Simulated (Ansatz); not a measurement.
**PtTe2: a changed input and its effect**

System: PtTe2 (P-3m1, 3 atoms in the cell).
Method of run A: Kohn-Sham DFT of a periodic cell, PBE, Ansatz PAW, no spin polarisation (Ansatz 0.2.0).

The structure derives from an entry of the Crystallography Open Database. Text and figures count atoms from 1; the logs count them from 0 in places.

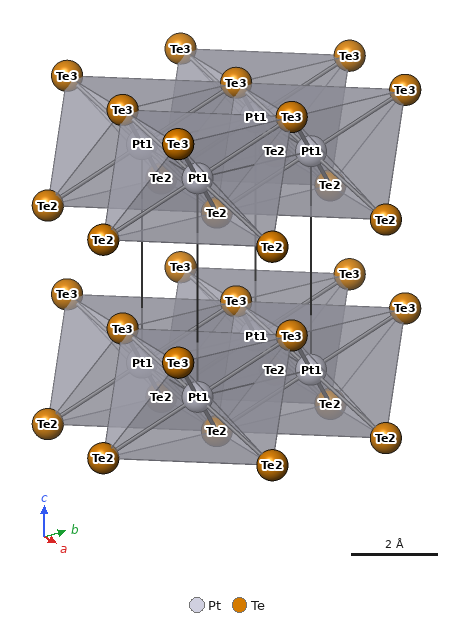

Fig. 1: The structure as given in the input (polyhedral view of the cell of the calculation, seen slightly off an axis; polyhedra are completed across the faces of the cell; atoms are numbered from 1 in the order of the input).

**The input, run A**
```yaml
crystal:
  lattice:
    - [4.01, 0.0, 0.0]
    - [-2.005, 3.4727618692, 0.0]
    - [0.0, 0.0, 5.201]
  atoms:
    - { symbol: Pt, position: [0.0, 0.0, 0.0] }
    - { symbol: Te, position: [0.6666666667, 0.3333333333, 0.75] }
    - { symbol: Te, position: [0.3333333333, 0.6666666667, 0.25] }
hamiltonian:
  xc: pbe
  pseudopotentials: { kind: paw }
kpoints:
  mp_grid: { grid: [8, 8, 5] }
scf:
  occupations: { method: fermi_dirac, width: 0.05 }
output:
  forces: true
  stress: true
  eigenvalues: true
  write_density: true
  write_potential: true
  elf: true
  volumetric_format: npy
```

Launched with:
```bash
ansatz run input.yaml --threads 2 --pin off --max-ram 5120MiB --backend cpu --events-out ev --progress --plain --runs-dir out
```

Hardware: 2 threads of Arm Neoverse V1, 24 GiB of memory available, shared host.

**Output, shortened to warnings, some set-up lines, iterations and results (run A)**
```
Basis set: ecut = 420 eV, 1409 PW (Γ), exchange–correlation on 54×54×72 points (8 copies of the dense FFT grid, shifted against one another)
Symmetry: 12 space group operations
k-points: 40 of 320
Initial density: superposition of atomic densities (neutral atoms: chi_scale 0, normalization atom), corrected by the library's trained network
[...]
SCF iter   1: F=—  HF=-26483.952707 eV  |F-HF|=—  |Δ(HF+E_count)|=         —  Δρ=2.36e-3  dr2=4.77e-3  ethr=1.77e-3  ⟨swp⟩=6.5  Hψ=5257  notcnv=0
SCF iter   2: F=—  HF=-26483.953731 eV  |F-HF|=—  |Δ(HF+E_count)|=   1.02e-3  Δρ=1.84e-3  dr2=3.97e-3  ethr=9.54e-6  ⟨swp⟩=2.0  Hψ=2675  notcnv=0  defer=5
SCF iter   3: F=—  HF=-26483.952464 eV  |F-HF|=—  |Δ(HF+E_count)|=   1.27e-3  Δρ=3.08e-4  dr2=6.76e-5  ethr=7.94e-6  ⟨swp⟩=2.0  Hψ=2112  notcnv=0  defer=5
SCF iter   4: F=—  HF=-26483.952466 eV  |F-HF|=—  |Δ(HF+E_count)|=   2.01e-6  Δρ=4.79e-5  dr2=1.08e-6  ethr=1.35e-7  ⟨swp⟩=2.0  Hψ=2037  notcnv=0  defer=5
SCF iter   5: F=-26483.952469 eV  HF=-26483.952469 eV  |F-HF|=7.50e-8  |Δ(HF+E_count)|=   2.36e-6  Δρ=9.84e-6  dr2=4.37e-8  ethr=2.15e-9  ⟨swp⟩=3.0  Hψ=2185  notcnv=0  defer=5
SCF iter   6: F=-26483.952469 eV  HF=-26483.952469 eV  |F-HF|=5.71e-10  |Δ(HF+E_count)|=   8.76e-8  Δρ=2.18e-6  dr2=3.91e-9  ethr=8.74e-11  ⟨swp⟩=7.8  Hψ=8420  notcnv=0
SCF 1 converged in 6 iterations: F = -26483.952469 eV  dr2 = 3.91e-9
SCF converged after 6 iterations
Free energy (F): -26483.952469 eV
Harris-Foulkes:  -26483.952469 eV  (|F-HF|=5.71e-10)
Internal energy: -26483.939123 eV  (E = F + TS)
E sigma→0 (E₀):  -26483.945796 eV
Entropy (-TS):   -0.013346 eV (-4.449 meV/atom)
Fermi energy:    14.222323 eV
--- Per-component energies (eV) ---
  E_band       = -688.875271
  E_kinetic    = 1004.263983
  E_local      = -4539.374545  (includes V_loc(G=0)·N_el)
  E_nonlocal   = -421.428299
  E_hartree    = 2416.105681
  E_xc         = -513.068162
  E_vxc        = -514.820175  (∫ρ·V_xc dr)
  E_paw        = -18779.466137  (= ΣΔE_a)
  E_vpaw       = -1049.723228  (= ΣTr[D̂ρ^β])
  E_aug_tail   = -0.000137  (compensation charges beyond the density's cutoff)
  E_ewald      = -5650.971506
  E_smearing   = -0.013346  (= −TS)
  E_closure    = 0.000000  (closes the sum)
  Σ components = -26483.952469   (vs F -26483.952469, Δ=0.00e0)
--- Forces (eV/Å), atoms counted from 1 ---
  atom   1  Pt     0.00000000     0.00000000     0.00000000
  atom   2  Te    -0.00000000    -0.00000000    -0.99406274
  atom   3  Te     0.00000000     0.00000000     0.99406274
  max |Σ_I F_I| component: 4.21e-30 eV/Å
--- Stress (GPa, compression-positive) ---
        9.250282      -0.000000      -0.000000
        0.000000       9.250282       0.000000
       -0.000000       0.000000       7.502424
  P = ⅓ Tr σ = 8.6677 GPa (86.677 kbar)
```

The input of run B differs as follows (lines with − go, lines with + come):
```diff
-    - [4.01, 0.0, 0.0]
-    - [-2.005, 3.4727618692, 0.0]
-    - [0.0, 0.0, 5.201]
+    - [3.9830864374, 0.0, 0.0]
+    - [-1.9915432187, 3.4494540403, 0.0]
+    - [0.0, 0.0, 5.166092908]
```

How does run B compare with run A?

With the same functional and potentials, run B lies 30.3 meV per atom higher. The pressure goes from 8.67 to 11.49 GPa. The largest force goes from 0.994 to 1.254 eV/Å. The volume per atom goes from 24.14 to 23.66 Å³. The cell is scaled evenly with the atoms at fixed fractional positions, so −ΔP/Δ ln V estimates the bulk modulus midway between the two volumes: about 140 GPa. The number of SCF iterations is the same.

**Output, shortened to warnings, some set-up lines, iterations and results (run B)**
```
Basis set: ecut = 420 eV, 1409 PW (Γ), exchange–correlation on 54×54×72 points (8 copies of the dense FFT grid, shifted against one another)
Symmetry: 12 space group operations
k-points: 40 of 320
Initial density: superposition of atomic densities (neutral atoms: chi_scale 0, normalization atom), corrected by the library's trained network
[...]
SCF iter   1: F=—  HF=-26483.862005 eV  |F-HF|=—  |Δ(HF+E_count)|=         —  Δρ=2.44e-3  dr2=5.10e-3  ethr=1.77e-3  ⟨swp⟩=6.6  Hψ=5277  notcnv=0
SCF iter   2: F=—  HF=-26483.862972 eV  |F-HF|=—  |Δ(HF+E_count)|=   9.67e-4  Δρ=1.93e-3  dr2=4.32e-3  ethr=1.02e-5  ⟨swp⟩=2.1  Hψ=2669  notcnv=0  defer=5
SCF iter   3: F=—  HF=-26483.861602 eV  |F-HF|=—  |Δ(HF+E_count)|=   1.37e-3  Δρ=3.28e-4  dr2=7.29e-5  ethr=8.64e-6  ⟨swp⟩=2.0  Hψ=2118  notcnv=0  defer=5
SCF iter   4: F=—  HF=-26483.861603 eV  |F-HF|=—  |Δ(HF+E_count)|=   1.29e-6  Δρ=5.18e-5  dr2=1.43e-6  ethr=1.46e-7  ⟨swp⟩=2.0  Hψ=2038  notcnv=0  defer=5
SCF iter   5: F=-26483.861606 eV  HF=-26483.861606 eV  |F-HF|=6.91e-8  |Δ(HF+E_count)|=   2.13e-6  Δρ=1.14e-5  dr2=6.01e-8  ethr=2.87e-9  ⟨swp⟩=3.0  Hψ=2141  notcnv=0  defer=5
SCF iter   6: F=-26483.861606 eV  HF=-26483.861606 eV  |F-HF|=1.31e-10  |Δ(HF+E_count)|=   8.66e-8  Δρ=2.50e-6  dr2=4.63e-9  ethr=1.20e-10  ⟨swp⟩=8.1  Hψ=8458  notcnv=0
SCF 1 converged in 6 iterations: F = -26483.861606 eV  dr2 = 4.63e-9
SCF converged after 6 iterations
Free energy (F): -26483.861606 eV
Harris-Foulkes:  -26483.861606 eV  (|F-HF|=1.31e-10)
Internal energy: -26483.847876 eV  (E = F + TS)
E sigma→0 (E₀):  -26483.854741 eV
Entropy (-TS):   -0.013730 eV (-4.577 meV/atom)
Fermi energy:    14.653257 eV
--- Per-component energies (eV) ---
  E_band       = -671.834929
  E_kinetic    = 1005.811572
  E_local      = -4480.956340  (includes V_loc(G=0)·N_el)
  E_nonlocal   = -421.373004
  E_hartree    = 2395.140258
  E_xc         = -513.726313
  E_vxc        = -515.713614  (∫ρ·V_xc dr)
  E_paw        = -18779.588951  (= ΣΔE_a)
  E_vpaw       = -1049.879484  (= ΣTr[D̂ρ^β])
  E_aug_tail   = -0.000193  (compensation charges beyond the density's cutoff)
  E_ewald      = -5689.154904
  E_smearing   = -0.013730  (= −TS)
  E_closure    = -0.000000  (closes the sum)
  Σ components = -26483.861606   (vs F -26483.861606, Δ=0.00e0)
--- Forces (eV/Å), atoms counted from 1 ---
  atom   1  Pt     0.00000000     0.00000000     0.00000000
  atom   2  Te     0.00000000    -0.00000000    -1.25421535
  atom   3  Te     0.00000000     0.00000000     1.25421535
  max |Σ_I F_I| component: 0.00e0 eV/Å
--- Stress (GPa, compression-positive) ---
       12.385301       0.000000       0.000000
       -0.000000      12.385301       0.000000
       -0.000000       0.000000       9.688912
  P = ⅓ Tr σ = 11.4865 GPa (114.865 kbar)
```

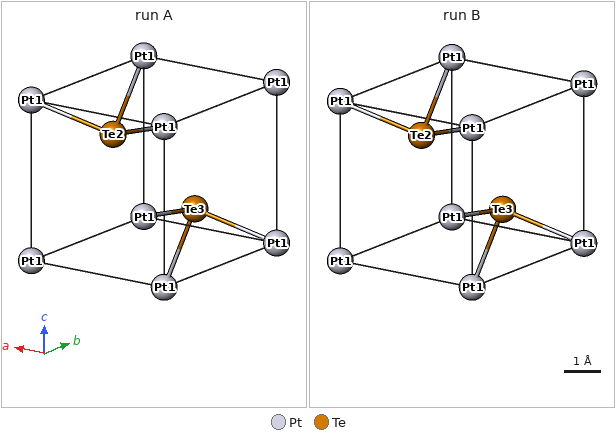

Fig. 2: The two input geometries at one scale (ball-and-stick view of the cell of the calculation, seen at an oblique angle). No atom moves by more than 0.005 Å relative to the cell. The drawn cell changes as follows: a = b 4.010 → 3.983 Å (−0.7 %), c 5.201 → 5.166 Å (−0.7 %); the volume changes by −2.0 %. Among the contacts that change: Pt1–Te2 2.655 → 2.637 Å.

**The two runs side by side**

```csv
quantity,run A,run B
outcome,converged,converged
free energy per atom (eV),−8827.9842,−8827.9539
"energy per atom, smearing taken to zero (eV)",−8827.9819,−8827.9516
gap on the mesh (eV),0.00,0.00
pressure (GPa),8.67,11.49
volume per atom (Å³),24.14,23.66
largest force (eV/Å),0.994,1.254
SCF iterations,6,6
irreducible k-points,40,40
plane waves at Γ,1409,1409
wall time (shared host),3 s,3 s
```

For both runs: Spin–orbit coupling is left out, which matters for Pt. For run A: The cell is under a pressure of 8.7 GPa at this level, so it is not at its equilibrium volume. For run B: The cell is under a pressure of 11.5 GPa at this level, so it is not at its equilibrium volume.
